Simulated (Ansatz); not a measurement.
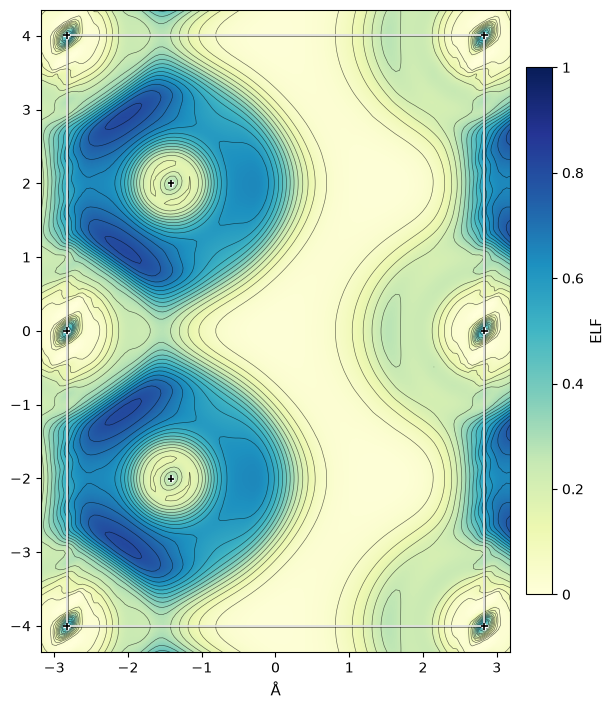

The electron localisation function on a plane through atoms (crosses mark nuclei in the plane).

All numbers below come from DFT, HSE06, plane waves, PAW in Ansatz 0.2.0.

Candidates:
A. BP, a = 4.54 Å, b = 4.54 Å, c = 4.54 Å, α = 90.00°, β = 90.00°, γ = 90.00°. Space group F-43m; started from the zincblende prototype, which need not be the ambient phase.
B. GaAs, a = 5.67 Å, b = 5.67 Å, c = 5.67 Å, α = 90.00°, β = 90.00°, γ = 90.00°. Space group F-43m; started from the zincblende prototype, which need not be the ambient phase.

**Which candidate gave the map?**

Candidate B: GaAs on the (110) plane of the conventional cell, which holds Ga and As. Ga–As (2.45 Å): the ELF peaks at about 0.80 between the atoms: a covalent bond.
